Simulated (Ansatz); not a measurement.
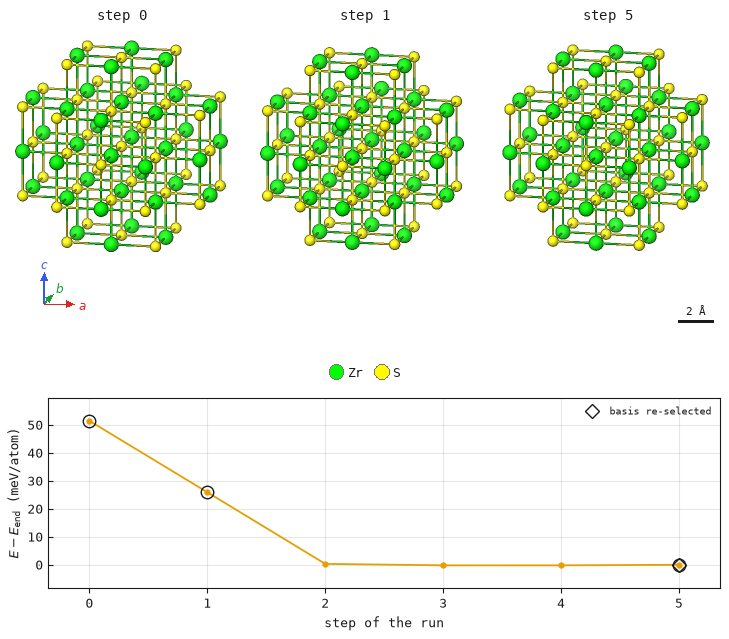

Frames of a relaxation of solid ZrS (set up in Fm-3m), marked on the history of the run. Style: ball-and-stick. Shown: the conventional cell (4 times the calculation's cell), slightly off an axis. Lengths and directions refer to the drawn axes.

The run lets cell and atoms move.

Computed with Ansatz, Kohn-Sham DFT of a periodic cell, PBEsol with D3(BJ), Ansatz PAW.

The input:
```yaml
crystal:
  lattice:
    - [0.0, 2.625, 2.625]
    - [2.625, 0.0, 2.625]
    - [2.625, 2.625, 0.0]
  atoms:
    - { symbol: Zr, position: [0.0, 0.0, 0.0] }
    - { symbol: S, position: [0.5, 0.5, 0.5] }
hamiltonian:
  xc: pbesol
  pseudopotentials: { kind: paw }
  dispersion: d3bj
kpoints:
  mp_grid: { grid: [9, 9, 9] }
scf:
  occupations: { method: fermi_dirac, width: 0.05 }
output:
  forces: true
  stress: true
relax:
  f_tol: 0.01
  max_steps: 40
  cell: { stress_tol: 0.05 }
```

Command:
```bash
ansatz run input.yaml --threads 2 --pin off --max-ram 5632MiB --backend cpu --events-out ev --progress --plain --runs-dir out
```

Describe the path.

Answer. The atoms keep their places relative to the cell (all moves are under 0.005 Å). Cell: a = b = c 5.250 → 5.110 Å (−2.7 %). Volume −7.8 %. Among the contacts that change: S–Zr 2.625 → 2.555 Å. The space group stays Fm-3m (No. 225). The energy falls by 51.5 meV per atom in 4 accepted moves (5 points after the start). All forces vanish by symmetry, so only the cell relaxes. The pressure goes from −10.87 to −0.01 GPa. The SCF was repeated once at an unchanged geometry on a basis and grid sized afresh for the cell, which shifted the energy by 0.2 meV per atom at most. From step 0 to 1: volume −12.7 %, energy −25.5 meV per atom. From step 1 to 5: volume +5.6 %, energy −25.9 meV per atom.

```json
{"step": "0", "E − E(0), meV/atom": "0.00", "pressure, GPa": "-10.87", "volume, Å³/atom": "18.088", "note": ""}
{"step": "1", "E − E(0), meV/atom": "-25.53", "pressure, GPa": "9.94", "volume, Å³/atom": "15.789", "note": ""}
{"step": "2", "E − E(0), meV/atom": "-51.14", "pressure, GPa": "-1.23", "volume, Å³/atom": "16.810", "note": ""}
{"step": "3", "E − E(0), meV/atom": "-51.66", "pressure, GPa": "-0.11", "volume, Å³/atom": "16.691", "note": ""}
{"step": "4", "E − E(0), meV/atom": "-51.66", "pressure, GPa": "0.00", "volume, Å³/atom": "16.680", "note": ""}
{"step": "5", "E − E(0), meV/atom": "-51.47", "pressure, GPa": "-0.01", "volume, Å³/atom": "16.680", "note": "same geometry, new basis"}
```
